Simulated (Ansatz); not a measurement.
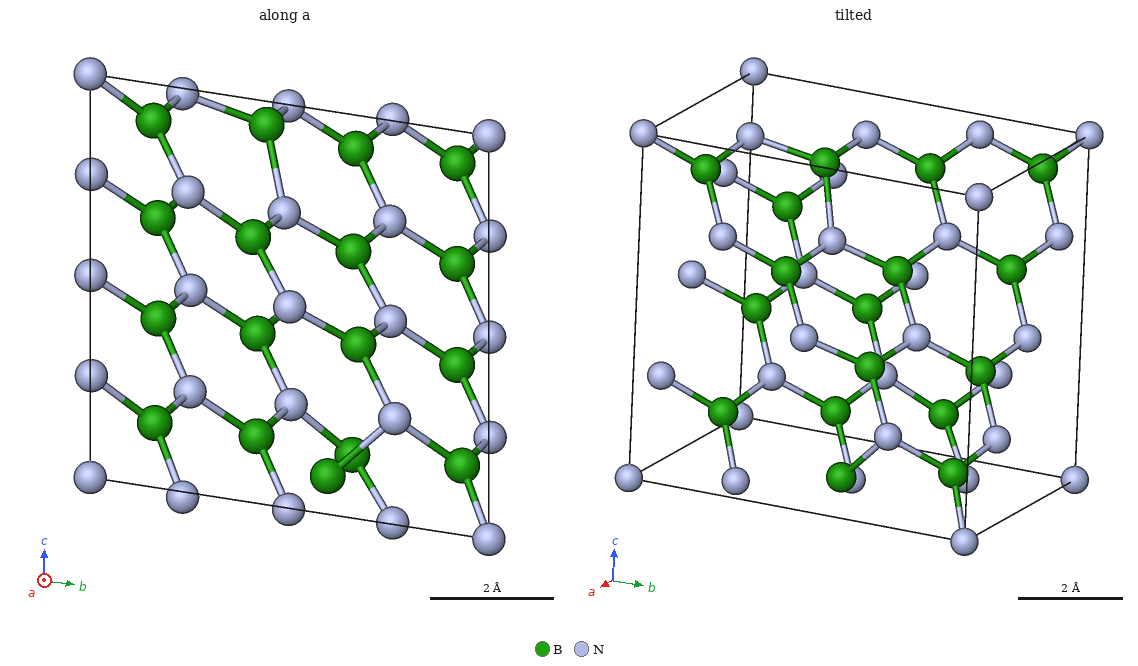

Shown here is a ball-and-stick view of the crystal, taken along the a axis and slightly off an axis. Thin lines show the simulation cell, with boundary atoms drawn in all their periodic places.

B$_{17}$N$_{16}$, a = 6.66 Å, b = 6.66 Å, c = 6.66 Å, α = 97.63°, β = 97.63°, γ = 97.63°.

Theory: DFT PBE+D3(BJ), scalar-relativistic, plane waves, PAW in Ansatz 0.2.0. Numerical settings: plane-wave cutoff 420 eV, a 2×2×2 k-point grid, Gaussian smearing of 0.02 eV, collinear spins.

How large a gap does the method give, if there is one?

Answer. A semiconductor at this level, with a gap of 0.93 eV on the k-mesh (the true edges may lie between mesh points, so the gap can be somewhat smaller).

The cell started as a structure listed in the Materials Project, repeated into a supercell with a point defect put in. The cell was then strained or its atoms displaced on purpose. It was run through Ansatz as a DFT input.
